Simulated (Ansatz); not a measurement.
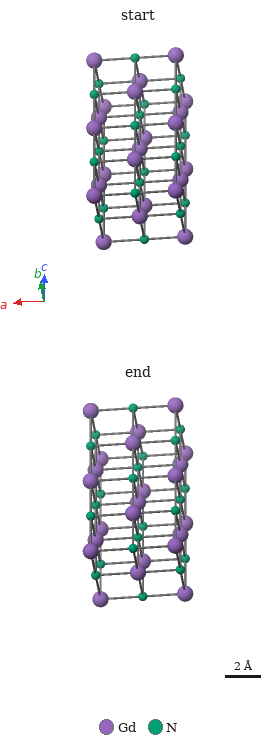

The structure of a crystal of GdN (a generated structure, set up in Fm-3m) before (top) and after (bottom) a relaxation, at one scale.

A ball-and-stick model of the conventional cell (4 times the calculation's cell), repeated 1 × 1 × 2 with one cell outlined, seen from a free direction. Lengths and directions refer to the drawn axes.

Case: cell and atoms relaxed from a first guess.

Theory: Ansatz, DFT, PBE, PAW with Ansatz's default frozen-core files, scalar-relativistic. Settings: plane-wave cutoff 420 eV; k-point mesh 15 × 15 × 15; occupations fermi dirac; smearing width 0.05 eV; collinear spin; cell and atoms relaxed; force threshold 0.005 eV/Å; at most 80 steps.

Q: What changed between the two?

A: No atom moves by more than 0.005 Å relative to the cell. Cell: a = b = c 4.800 → 4.984 Å (+3.8 %). Volume +11.9 %. Among the contacts that change: Gd–Gd 3.394 → 3.524 Å, Gd–N 2.400 → 2.492 Å. The space group stays Fm-3m (No. 225). Over 4 accepted moves (6 points after the start) the energy falls by 97.1 meV per atom. All forces vanish by symmetry, so only the cell relaxes. Pressure: 20.77 GPa at the start and 0.03 GPa at the end. The SCF was repeated twice at an unchanged geometry on a basis and grid sized afresh for the cell, which shifted the energy by 5.4 meV per atom at most.
